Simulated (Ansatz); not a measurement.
TaN

Input

```
crystal:
  lattice:
    - [2.6765306579, 0.0, 0.0]
    - [0.0, 2.6765306579, 0.0]
    - [0.0, 0.0, 2.6765306579]
  atoms:
    - { symbol: Ta, position: [0.0, 0.0, 0.0] }
    - { symbol: "N", position: [0.5, 0.5, 0.5] }
hamiltonian:
  xc: pbe
  pseudopotentials: { kind: paw }
kpoints:
  mp_grid: { grid: [10, 10, 10] }
scf:
  occupations: { method: fermi_dirac, width: 0.05 }
output:
  forces: true
  stress: true
  eigenvalues: true
  write_density: true
  write_potential: true
  elf: true
  volumetric_format: npy
```

Run with:

```sh
ansatz run input.yaml --threads 2 --pin off --max-ram 5632MiB --backend cpu --events-out ev --progress --plain --runs-dir out
```

Below, planes, directions and counts refer to the conventional cell (a = 2.68 Å, b = 2.68 Å, c = 2.68 Å, α = 90.00°, β = 90.00°, γ = 90.00°).

Space group Pm-3m; a generated structure, not necessarily the stable one; built by placing these elements on a known structure type; computed pressure about 30 GPa in this cell.

These are results of Kohn-Sham DFT of a periodic cell, PBE, Ansatz PAW in Ansatz, not measurements.

Q: What will maps of the valence pseudo-density and electron localisation function show?

A: Ta–N (2.32 Å): ρ at the midpoint is about 0.44 e/Å³; the ELF peaks at about 0.80 in the valence shell of N, 0.7 Å from its nucleus, and is about 0.15 at the midpoint; no localised pair shows between them.
Ta–Ta (2.68 Å): ρ is about 0.46 e/Å³ halfway; the ELF is about 0.45 at the midpoint.

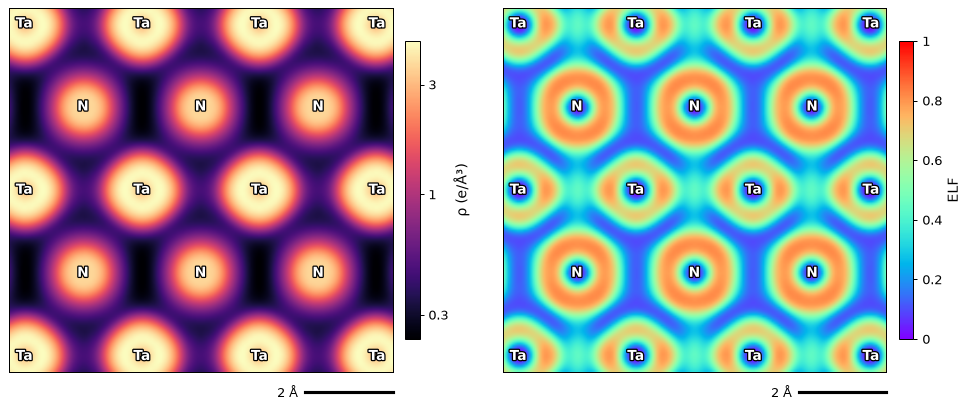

Computed valence pseudo-density and electron localisation function on the (011) plane of the conventional cell, in this order. 

In a PAW calculation such maps are meaningful between the atoms, not at the nuclei.
